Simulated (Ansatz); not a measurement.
# Dielectric response of ZnO (10-10) films, part 6 of 7

How well do thin wurtzite ZnO (10-10) films screen a perpendicular field?

Ansatz 0.2.0; plane-wave DFT, PBE, Ansatz PAW (the session's first sound run).

So far, ionisation energy, upper face (eV): step 2 (relaxing the film, 12 atoms, units 3) 5.80; step 23 (relaxation, 24 atoms, units 6) 5.79; step 24 (single point on the relaxed film, 24 atoms, units 6) 5.79; step 31 (relaxation, 32 atoms, units 8) 5.79; step 33 (the relaxed film, single point, 32 atoms, units 8) 5.79.

**35. Single point, 32 atoms, units 8, field -0.05 V/Å**

input.yaml

```yaml
crystal:
  lattice:
    - [3.25, 0.0, 0.0]
    - [0.0, 5.21, 0.0]
    - [0.0, 0.0, 38.6402721235]
  atoms:
    - { symbol: Zn, position: [0.0, 0.0361517686, 0.2355691544] }
    - { symbol: O, position: [0.0, 0.3866730217, 0.2264732401] }
    - { symbol: Zn, position: [0.5, 0.4983429322, 0.2489203621] }
    - { symbol: O, position: [0.5, 0.8794861984, 0.2526285601] }
    - { symbol: Zn, position: [0.5, 0.0005360755, 0.3029986109] }
    - { symbol: O, position: [0.5, 0.380905238, 0.300491264] }
    - { symbol: Zn, position: [0.0, 0.4937090479, 0.3256469423] }
    - { symbol: O, position: [0.0, 0.8784592143, 0.3270151102] }
    - { symbol: Zn, position: [0.0, -0.003345397, 0.3762061311] }
    - { symbol: O, position: [0.0, 0.379762318, 0.3752496846] }
    - { symbol: Zn, position: [0.5, 0.4953503946, 0.4006179289] }
    - { symbol: O, position: [0.5, 0.8791903434, 0.4012671023] }
    - { symbol: Zn, position: [0.5, -0.0040221944, 0.4503707523] }
    - { symbol: O, position: [0.5, 0.3795802038, 0.4498421498] }
    - { symbol: Zn, position: [0.0, 0.4957607227, 0.4752045896] }
    - { symbol: O, position: [0.0, 0.8794601732, 0.4756647192] }
    - { symbol: Zn, position: [0.0, -0.0042392796, 0.5247954095] }
    - { symbol: O, position: [0.0, 0.3794601713, 0.5243352793] }
    - { symbol: Zn, position: [0.5, 0.4959778002, 0.5496292472] }
    - { symbol: O, position: [0.5, 0.8795801993, 0.5501578488] }
    - { symbol: Zn, position: [0.5, -0.0046496148, 0.5993820705] }
    - { symbol: O, position: [0.5, 0.3791903355, 0.598732897] }
    - { symbol: Zn, position: [0.0, 0.4966545923, 0.6237938692] }
    - { symbol: O, position: [0.0, 0.8797623088, 0.624750315] }
    - { symbol: Zn, position: [0.0, -0.0062909627, 0.6743530579] }
    - { symbol: O, position: [0.0, 0.378459205, 0.6729848902] }
    - { symbol: Zn, position: [0.5, 0.5005360654, 0.69700139] }
    - { symbol: O, position: [0.5, 0.8809052288, 0.6995087364] }
    - { symbol: Zn, position: [0.5, -0.0016570761, 0.7510796388] }
    - { symbol: O, position: [0.5, 0.3794861906, 0.7473714408] }
    - { symbol: Zn, position: [0.0, 0.5361517608, 0.7644308467] }
    - { symbol: O, position: [0.0, 0.8866730141, 0.7735267609] }
kpoints:
  mp_grid: { grid: [8, 6, 1] }
hamiltonian:
  xc: pbe
scf:
  occupations: { method: fixed }
  convergence: { dr2_threshold: 1.0e-10 }
efield:
  axis: 3
  dipole_correction: true
  ramp_position: 0.97
  ramp_width: 0.06
  amplitude: -0.05
output:
  write_potential: true
  write_density: true
  volumetric_format: npy
```

The run is started by

```bash
$ ansatz run input.yaml --threads 16 --pin off --max-ram 32768MiB --backend cpu --events-out ev --progress --plain --runs-dir out
```

Numbers of over 12 decimals in the logs are rounded to 6 here.

What it wrote:

```text
[...]
Crystal: 32 atoms, lattice volume = 654.276 Å³
Basis set: ecut = 420 eV, 12903 PW (Γ)
Bands: 176, of which v1, the nominal top of the filled ones, is band 144 counted from 1 (143 counted from 0)
Symmetry: 2 space group operations
k-points: 20 of 48 (time reversal used)
[...]
k-point 0: bands = [... 140 lower, 1.6273, 1.6584, 1.8018, 1.9888, 2.5937, 3.0197, 3.5548, 4.1676, ... 28 higher]
  k-point 1: bands = [... 140 lower, 1.5738, 1.5943, 1.7373, 1.9233, 3.1515, 3.4491, 3.8738, 4.4004, ... 28 higher]
  k-point 2: bands = [... 140 lower, 1.4308, 1.5827, 1.6009, 1.7673, 4.1051, 4.3166, 4.6229, 5.0185, ... 28 higher]
  k-point 19: bands = [... 140 lower, 0.5019, 0.5368, 0.7894, 0.9915, 6.8728, 7.0598, 7.4030, 7.4165, ... 28 higher]
[key lines of the parts left out:]
SCF converged after 16 iterations
Free energy (F): -62187.576949 eV
Fermi energy:    1.988784 eV
Dipole field:    D = -0.024064 V/Å  (p = -0.087008 e·Å, saw-weighted, corrected)
```

It took 54 s on 16 threads of Arm Neoverse V1, shared host; peak memory 8.4 GiB.

The dipole is -0.0870 e·Å, and the gap on the mesh 0.605 eV.

**36. Response with the atoms held, 32 atoms, units 8**

This step: plane-wave DFT, PBE, Ansatz PAW; response to a field along the normal, atoms held (Ansatz 0.2.0).

Local field over the applied field, running mean. From the potentials at -0.05 and 0.05 V/Å; running mean over 2.815 Å, taken twice. The local field over applied field by z:

| z (Å) | local field over applied field |
| --- | --- |
| 5.0 | 0.989 |
| 7.5 | 0.672 |
| 10.0 | 0.222 |
| 12.5 | 0.194 |
| 15.0 | 0.194 |
| 17.5 | 0.193 |
| 20.0 | 0.193 |
| 22.5 | 0.194 |
| 25.0 | 0.194 |
| 27.5 | 0.194 |
| 30.0 | 0.403 |
| 32.5 | 0.919 |

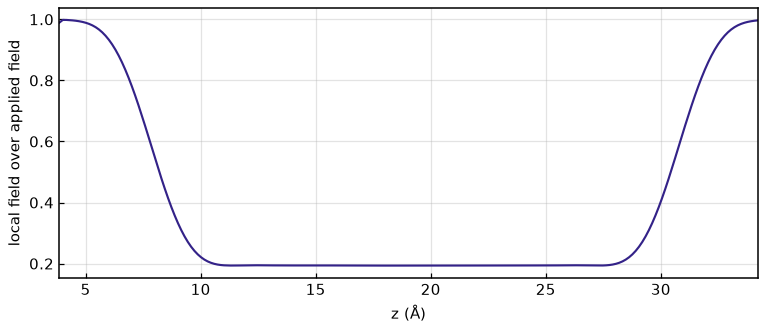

Local field over applied field, plotted against z.

The induced dipole is that of a conductor 18.60 Å thick.

**37. Electronic ε from the series**

This step: plane-wave DFT, PBE, Ansatz PAW; permittivity from the thickness series, atoms held (Ansatz 0.2.0).

Each added layer adds t(1 − 1/ε) to the dipole term, so the slope against thickness gives ε without a choice of where the film ends.

This step gave:

| Property | Result |
| --- | --- |
| slope | 0.8100 |
| intercept of the fit | 1.479 Å |
| ε of the interior | 5.263 |

Equivalent conductor thickness against distance between the outer atoms:

| distance between the outer atoms (Å) | equivalent conductor thickness (Å) |
| --- | --- |
| 6.78 | 6.96 |
| 9.64 | 9.29 |
| 12.51 | 11.6 |
| 15.38 | 13.9 |
| 21.14 | 18.6 |

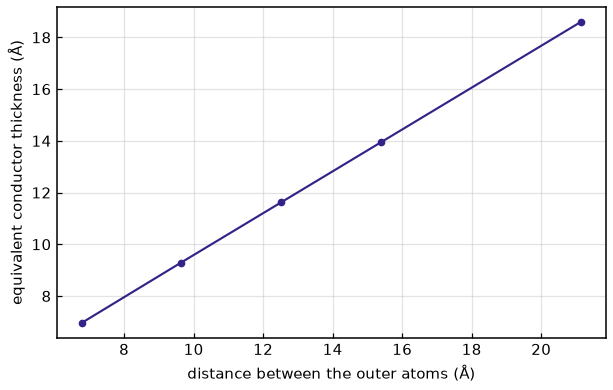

Equivalent conductor thickness, plotted against distance between the outer atoms.

By hand, from the thinnest and the thickest film: slope = (18.596 − 6.963) / (21.138 − 6.782) = 0.810, so ε = 1/(1 − 0.810) = 5.27.

**38. Static ε from the series**

This step: plane-wave DFT, PBE, Ansatz PAW; permittivity from the thickness series, atoms relaxed (Ansatz 0.2.0).

The same fit for the relaxed films. The nearer its slope lies to 1, the more ε hangs on small errors.

This step gave:

- slope: 0.9205
- intercept of the fit: 1.937 Å
- ε of the interior: 12.59

Equivalent conductor thickness against distance between the outer atoms:

| distance between the outer atoms (Å) | equivalent conductor thickness (Å) |
| --- | --- |
| 6.78 | 8.18 |
| 12.51 | 13.5 |
| 15.38 | 16.1 |

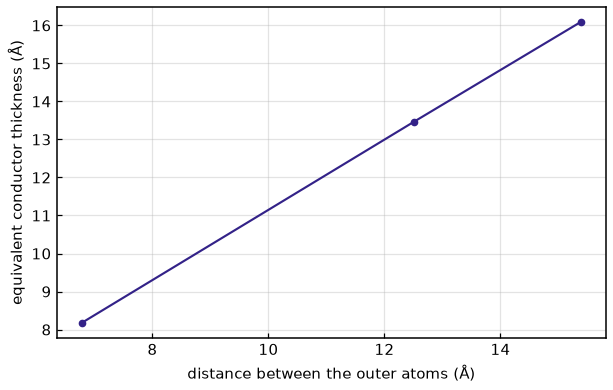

Equivalent conductor thickness, plotted against distance between the outer atoms.

By hand, from the thinnest and the thickest film: slope = (16.091 − 8.176) / (15.385 − 6.782) = 0.920, so ε = 1/(1 − 0.920) = 12.5. One nm of such a film has the capacitance of 3.9/12.5 = 0.31 nm of SiO₂ (its equivalent oxide thickness).

**39. The bulk crystal**

This step: plane-wave DFT, PBE, Ansatz PAW (Ansatz 0.2.0).

System of this step: wurtzite ZnO. It takes space group P6_3mc (No. 186, hexagonal). Conventional cell: a = 3.250 Å, b = 3.250 Å, c = 5.210 Å, α = 90.00°, β = 90.00°, γ = 120.00°. Nearest to Zn lie 4 O at 1.97 to 1.99 Å. Nearest to O lie 4 Zn at 1.97 to 1.99 Å. Farther neighbours and most contacts between anions are not listed.

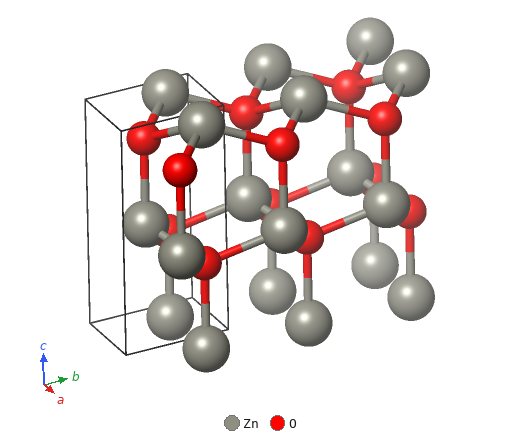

The cell of this step (zinc grey, oxygen red). 2×3×1 cells are drawn. Some periodic images of atoms are drawn too.

Band edges are better read in the bulk than in a thin slab, where confinement and surface states shift them. The bulk run gives them against its mean potential.

input.yaml

```yaml
crystal:
  lattice:
    - [3.25, 0.0, 0.0]
    - [-1.625, 2.8145825623, 0.0]
    - [0.0, 0.0, 5.21]
  atoms:
    - { symbol: Zn, position: [0.3333333333, 0.6666666667, 0.0] }
    - { symbol: Zn, position: [0.6666666667, 0.3333333333, 0.5] }
    - { symbol: O, position: [0.3333333333, 0.6666666667, 0.382] }
    - { symbol: O, position: [0.6666666667, 0.3333333333, 0.882] }
kpoints:
  mp_grid: { grid: [10, 10, 6] }
  band_path: { path: [VBM, CBM], npoints: 1 }
hamiltonian:
  xc: pbe
scf:
  occupations: { method: fixed }
  convergence: { dr2_threshold: 1.0e-09 }
output:
  eigenvalues: true
checkpoint:
  write: bulk.run
  compress: false
  write_wavefunctions: false
```

What it wrote:

```text
[...]
Crystal: 4 atoms, lattice volume = 47.658 Å³
Basis set: ecut = 420 eV, 941 PW (Γ)
Bands: 22, of which v1, the nominal top of the filled ones, is band 18 counted from 1 (17 counted from 0)
Symmetry: 12 space group operations
[...]
k-points: 56 of 600 (time reversal used)
[...]
SCF iter   1: F=—  HF=-7773.667733 eV  |F-HF|=—  |Δ(HF+E_count)|=         —  Δρ=6.67e-4  dr2=6.42e-5  ethr=1.77e-3  ⟨swp⟩=5.1  Hψ=4933  notcnv=0  defer=109
[...]
SCF iter   8: F=-7773.669005 eV  HF=-7773.669005 eV  |F-HF|=3.31e-10  |Δ(HF+E_count)|=   5.72e-9  Δρ=9.96e-7  dr2=4.86e-10  ethr=2.78e-12  ⟨swp⟩=3.0  Hψ=4613  notcnv=0
SCF 1 converged in 8 iterations: F = -7773.669005 eV  dr2 = 4.86e-10
[...]
SCF converged after 8 iterations
Free energy (F): -7773.669005 eV
[...]
Internal energy: -7773.669005 eV  (E = F + TS)
E sigma→0 (E₀):  -7773.669005 eV
Fermi energy:    7.208226 eV
[...]
--- Band table (eV; the first three rows and the last of 56) ---
  k-point 0: bands = [... 14 lower, 6.4262, 7.1122, 7.2082, 7.2082, 8.0090, 12.4160, 15.4475, 20.0754]
  k-point 1: bands = [... 14 lower, 6.4796, 6.5619, 7.1565, 7.1565, 8.6511, 12.1865, 15.6524, 20.0781]
  k-point 2: bands = [... 14 lower, 6.6251, 6.6251, 7.0164, 7.0164, 9.6555, 11.5616, 16.2661, 18.7305]
  k-point 55: bands = [... 14 lower, 4.5990, 4.5990, 5.9840, 5.9840, 14.5963, 14.5963, 15.7222, 15.7222]
```

Elapsed: 1.3 s, on 16 threads; peak memory 0.55 GiB; 13 s of CPU time.

This step gave:

```yaml
gap_on_the_k_mesh: 0.8007 eV
gap_along_the_path: 0.8007 eV
smallest_direct_gap_along_the_path: 0.8007 eV
gap_the_smaller_of_path_and_mesh: 0.8007 eV
```

The gap is 0.80 eV.

**40. Band edges against the vacuum, levels PBE**

This step: plane-wave DFT, PBE, Ansatz PAW; band edges against the vacuum, bulk levels by PBE (Ansatz 0.2.0).

System of this step: ZnO (10-10), 8 units. The cell holds 32 atoms: 16 Zn and 16 O. Its edges and angles: a = 3.250 Å, b = 5.210 Å, c = 38.640 Å, α = 90.0°, β = 90.0°, γ = 90.0°. It derives from ZnO (wurtzite ZnO). Vacuum lies along c.

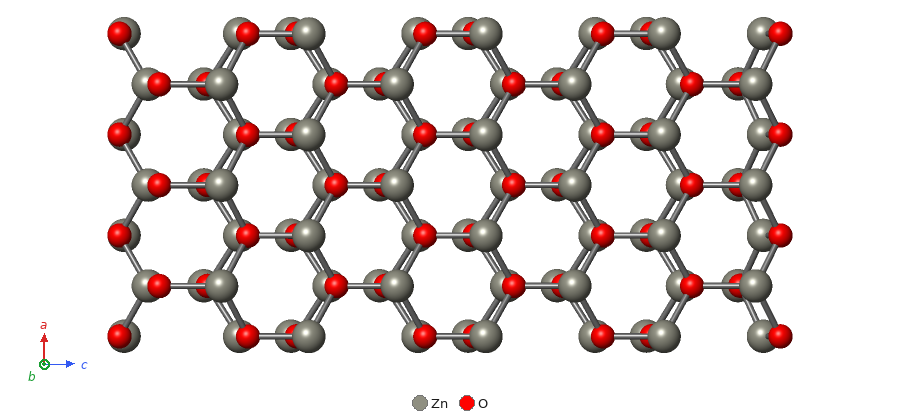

The cell of this step (zinc grey, oxygen red). 3×1×1 cells are drawn. Some periodic images of atoms are drawn too.

The averaged potential in the middle of the thickest slab ties the bulk's levels to the vacuum level.

align.yaml

```yaml
surface:
  bulk: { run: bulk.run }
  slab: { run: end8.run, axis: 3 }
  face: plus
  period: 2.81458
```

The run is started by

```bash
$ ansatz align-bands align.yaml -- --threads 16 --pin off
```

What it wrote:

```text
plus face
ionisation energy 5.799 eV
electron affinity 4.998 eV
  bulk: levels by pbe on the potential of pbe; from 17.91 to 20.73 Å its average varies by 0.1993 eV and climbs by +0.0000; the bulk's density to 2.22 % (its layers are strained against the bulk's: take a thicker slab or side, or run the bulk at their strain)
  vacuum: slopes by 0.0000 eV/Å; line-up 9.2447 eV
  the slab's own level stands +0.009 eV from the bulk's
  of the slab's run: its band edges are its mesh's, and a band can turn off it. A run with kpoints.band_path: { path: [VBM, CBM], npoints: 1 } finds the zone's; about 19.320 Å the layers repeat after 2.8771 Å and not after the period of 2.8146 Å: give that distance, and run the bulk at this side's strain, or take a thicker slab or side; the potential's macroscopic average varies by 0.1993 eV from 17.913 to 20.727 Å, more than 0.03 eV: the crystal is too thin there to have an interior, or the window reaches out of it, or the period is not the layers'
```

Run time: 0.07 s. Hardware: 16 threads.

This step gave:

* ionisation energy: 5.799 eV
* electron affinity: 4.998 eV
* slab level shift: 0.009100 eV

Check by hand: ionisation energy less affinity, 5.80 − (5.00) = 0.80 eV, is the bulk gap at this level.

The program warns that the averaged potential varies by 0.20 eV in the slab's middle, which these edges carry as an error.

**41. The bulk with HSE06, k-mesh 8×8×4**

This step: plane-wave DFT, HSE06, Ansatz PAW (Ansatz 0.2.0).

System of this step: wurtzite ZnO. Symmetry: P6_3mc, No. 186, hexagonal system. Conventional cell: a = 3.250 Å, b = 3.250 Å, c = 5.210 Å, α = 90.00°, β = 90.00°, γ = 120.00°. Nearest to Zn lie 4 O at 1.97 to 1.99 Å. Nearest to O lie 4 Zn at 1.97 to 1.99 Å. Farther neighbours and most contacts between anions are not listed.

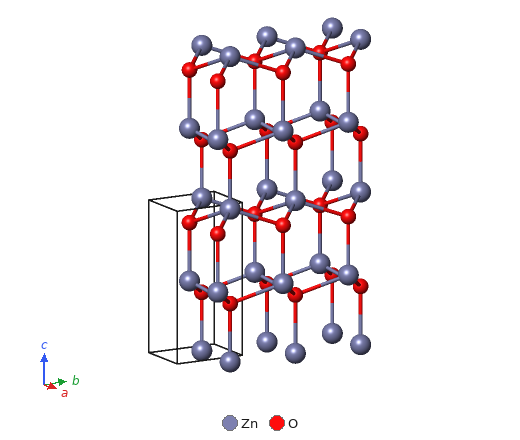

The cell of this step (zinc blue, oxygen red). 2×3×2 cells are drawn. Some periodic images of atoms are drawn too.

A hybrid functional removes part of the gap error, and is affordable in the small bulk cell.

input.yaml, the sections that differ from step 39:

```yaml
kpoints:
  mp_grid: { grid: [8, 8, 4] }
hamiltonian:
  xc: hse06
scf:
  occupations: { method: fixed }
  convergence: { dr2_threshold: 1.0e-08 }
checkpoint:
  write: bulk-hse.run
  compress: false
  write_wavefunctions: false
# crystal, output: as in step 39
```

The run is started by

```bash
$ ansatz run input.yaml --threads 16 --pin off --max-ram 32768MiB --backend cpu --events-out ev --progress --plain --runs-dir out
```

What it wrote:

```text
[...]
davidson cushion auto → on  (no smearing: the cushion is to keep the highest requested band from converging to the state above it; pin scf.eigensolver.cushion to override)
Crystal: 4 atoms, lattice volume = 47.658 Å³
Basis set: ecut = 420 eV, 941 PW (Γ)
Bands: 22, of which v1, the nominal top of the filled ones, is band 18 counted from 1 (17 counted from 0)
Symmetry: 12 space group operations
[...]
k-points: 30 of 256 (time reversal used)
[...]
SCF iter   1: F=—  HF=-7773.679959 eV  |F-HF|=—  |Δ(HF+E_count)|=         —  Δρ=2.28e-3  dr2=1.33e-3  ethr=1.77e-3  ⟨swp⟩=8.4  Hψ=3261  notcnv=0
[...]
SCF iter   3: F=-7773.680176 eV  HF=-7773.680113 eV  |F-HF|=6.35e-5  |Δ(HF+E_count)|=   2.13e-4  Δρ=2.93e-4  dr2=1.31e-5  ethr=3.60e-8  ⟨swp⟩=2.5  Hψ=3545  notcnv=0
SCF 1 stopped early in 3 iterations: F = -7773.680176 eV  dr2 = 1.31e-5
[...]
Exchange kernel: α = 0.2500, screened, ω = 0.2079 Å⁻¹, Wigner–Seitz truncation, v(0) = 1046.5539 eV·Å³, q-mesh 8×8×4, nearest image of the exchange supercell L = 20.84 Å, pair-density grid 18×18×30, without the augmentation charges, whose exchange is taken in its separable form by FFT convolution over the k-point mesh (sized by the pseudopotential files, 20×20×36 at the most), smooth part of the exact exchange by density-matrix convolution
Frozen-core exchange: fock
SCF iter   1: F=—  HF=-7773.457964 eV  |F-HF|=—  |Δ(HF+E_count)|=         —  Δρ=2.64e-2  dr2=1.82e-1  ethr=3.64e-7  ⟨swp⟩=8.1  Hψ=4011  notcnv=0
[...]
SCF iter   7: F=-7773.416378 eV  HF=-7773.416378 eV  |F-HF|=2.80e-8  |Δ(HF+E_count)|=   3.67e-5  Δρ=4.27e-5  dr2=1.06e-5  ethr=3.23e-7  ⟨swp⟩=3.0  Hψ=1668  notcnv=0
SCF 2 stopped early in 7 iterations: F = -7773.416378 eV  dr2 = 1.06e-5
[...]
hybrid outer 1: dexx = +2.494e-2 eV, tail = 9.32e-5 eV
[...]
Frozen-core exchange: fock
SCF iter   1: F=—  HF=-7773.415068 eV  |F-HF|=—  |Δ(HF+E_count)|=         —  Δρ=1.62e-4  dr2=8.40e-6  ethr=1.29e-6  ⟨swp⟩=3.1  Hψ=1569  notcnv=0
[...]
SCF iter   4: F=-7773.415071 eV  HF=-7773.415071 eV  |F-HF|=4.64e-11  |Δ(HF+E_count)|=   3.06e-8  Δρ=2.06e-6  dr2=5.85e-9  ethr=2.39e-10  ⟨swp⟩=3.0  Hψ=1914  notcnv=0
SCF 3 converged in 4 iterations: F = -7773.415071 eV  dr2 = 5.85e-9
hybrid outer 2: dexx = +1.644e-6 eV, tail = 4.13e-8 eV, Δε = 5.00e-3 eV (about 1.30e-4 eV left of the loop's levels)
hybrid SCF converged: 2 outer / 11 inner (+3 warm-up), last move |dexx| = 1.64e-6 eV, tail = 4.13e-8 eV
[...]
Free energy (F): -7773.415071 eV
Frozen-core exchange: fock
[...]
Internal energy: -7773.415071 eV  (E = F + TS)
E sigma→0 (E₀):  -7773.415071 eV
Fermi energy:    5.920154 eV
[...]
--- Band table (eV; the first three rows and the last of 30) ---
  k-point 0: bands = [... 14 lower, 5.0841, 5.8430, 5.9202, 5.9202, 8.4368, 13.1415, 16.2529, 20.9327]
  k-point 1: bands = [... 14 lower, 5.2089, 5.2089, 5.7999, 5.7999, 9.4826, 12.5860, 16.7207, 20.4123]
  k-point 2: bands = [... 14 lower, 5.5068, 5.5068, 5.5068, 5.5068, 11.1886, 11.1886, 18.1342, 18.1342]
  k-point 29: bands = [... 14 lower, 3.1607, 3.1607, 4.6473, 4.6473, 15.0638, 15.0638, 16.5244, 16.5244]
```

Elapsed: 5 s, on 16 threads; peak memory 2.2 GiB.

A gap read on the k-mesh alone can miss the band edges.

This step gave:

```
gap on the k-mesh : 2.517 eV
```

The gap is 2.52 eV.

**42. Band edges against the vacuum, levels HSE06**

This step: plane-wave DFT, PBE, Ansatz PAW; band edges against the vacuum, bulk levels by HSE06 (Ansatz 0.2.0).

System of this step: ZnO (10-10), 8 units. The cell holds 32 atoms: 16 Zn and 16 O. Its edges and angles: a = 3.250 Å, b = 5.210 Å, c = 38.640 Å, α = 90.0°, β = 90.0°, γ = 90.0°. It derives from ZnO (wurtzite ZnO). Vacuum lies along c.

The same line-up with the hybrid's levels.

align.yaml

```yaml
surface:
  bulk: { run: bulk.run, levels_from: { run: bulk-hse.run } }
  slab: { run: end8.run, axis: 3 }
  face: plus
  period: 2.81458
```

The run is started by

```bash
$ ansatz align-bands align.yaml -- --threads 16 --pin off
```

What it wrote:

```text
plus face
ionisation energy 7.087 eV
electron affinity 4.570 eV
  bulk: levels by hse06 on the potential of pbe; from 17.91 to 20.73 Å its average varies by 0.1993 eV and climbs by +0.0000; the bulk's density to 2.22 % (its layers are strained against the bulk's: take a thicker slab or side, or run the bulk at their strain)
  vacuum: slopes by 0.0000 eV/Å; line-up 9.2447 eV
  of the bulk's run: of the levels' run: its band edges are its mesh's, and a band can turn off it. A run with kpoints.band_path: { path: [VBM, CBM], npoints: 1 } finds the zone's; its band edges are of a coarser mesh than the slab's or the interface's, whose density can shift them: a run under levels_from is taken as it is
[...]
```

It took 0.09 s on 16 threads.

This step gave:

| Property | Result |
| --- | --- |
| ionisation energy | 7.087 eV |
| electron affinity | 4.570 eV |

Check by hand: ionisation energy less affinity, 7.09 − (4.57) = 2.52 eV, is the bulk gap at this level.

The program warns that the averaged potential varies by 0.20 eV in the slab's middle, which these edges carry as an error.

[end of part 6 of 7]

[Logs are printed without paths, hosts, clocks, repeated set-up lines and the standing remarks that a program may print on its own settings, such as how far it seeks lower states.]

[Hosts, paths, dates, database ids (printed as entryN), source tags and the programs' standing remarks are cut or masked in the printed files.]

[Maps of the electrostatic potential energy from Ansatz leave out the sawtooth potential of an applied field or a dipole correction, so their vacuum need not be flat; planar profiles and work functions include it.]
